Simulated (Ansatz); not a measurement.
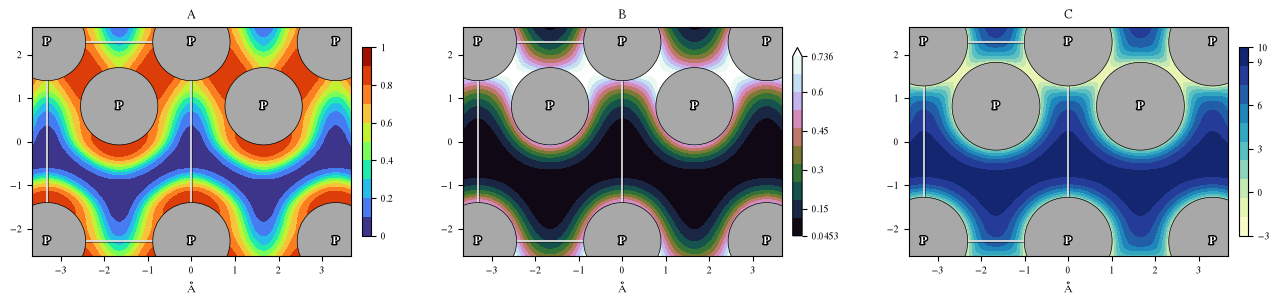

P: 3 fields on the (010) plane of the conventional cell, with unlabelled colour scales. Grey discs cover the atomic cores.

Space group Cmce; a structure from a database of computed crystals, not necessarily the ambient phase; computed pressure about −4 GPa in this cell.

The calculation used Ansatz, Kohn-Sham DFT of a periodic cell, PBEsol with D3(BJ), Ansatz PAW.

**Match the panels to the quantities (electron localisation function, electrostatic potential energy of an electron and valence pseudo-density).**

Panel A: electron localisation function. Panel B: valence pseudo-density. Panel C: electrostatic potential energy of an electron (low next to the atoms, rising into the space between them). From the grid: P–P (2.22 Å): the density is about 0.75 e/Å³ at the midpoint; the ELF peaks at about 0.90 between the atoms: localised, covalent bonding.
